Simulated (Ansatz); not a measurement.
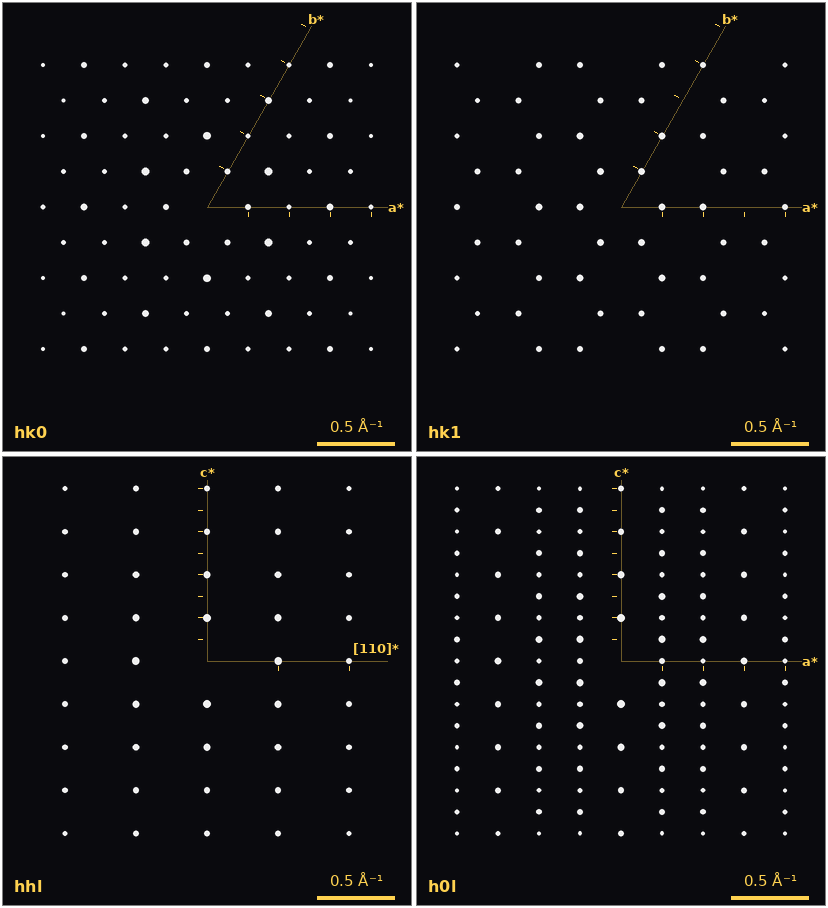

Simulated precession-type sections (X-rays; kinematic intensities, B = 0.5 Å²). The ticks mark integer indices of the conventional cell.

Q: Read the reciprocal cell and give the direct cell.

A: a* = 0.268, b* = 0.268, c* = 0.141 Å⁻¹, γ* = 60°; the cell is hexagonal with a = 4.31 Å, c = 7.10 Å (hexagonal axes).

Q: Which reflection conditions do the layers show?

A: Reflections are present only under these conditions. hkl: no condition; hk0: no condition; h0l: no condition; hhl: l = 2n; 00l: l = 2n. The lattice is primitive (P). Further gaps, such as 0 3 1, 3 0 1, 3 0 3, come from atoms on special positions, not from the group's general conditions.

Q: Which space groups fit?

A: The intensities have Laue symmetry 6/mmm (the hk0 layer shows 6mm, hk1 shows 6mm). With these conditions the candidates are P6_3mc (No. 186), P-62c (No. 190), P6_3/mmc (No. 194). Diffraction geometry alone does not choose among them; the structure has P6_3/mmc. The compound is Sr. Structure: the geometry relaxed at fixed volume with Ansatz, DFT r2SCAN, scalar-relativistic, plane waves, PAW; the starting structure was generated, so it need not be a known form of this composition.
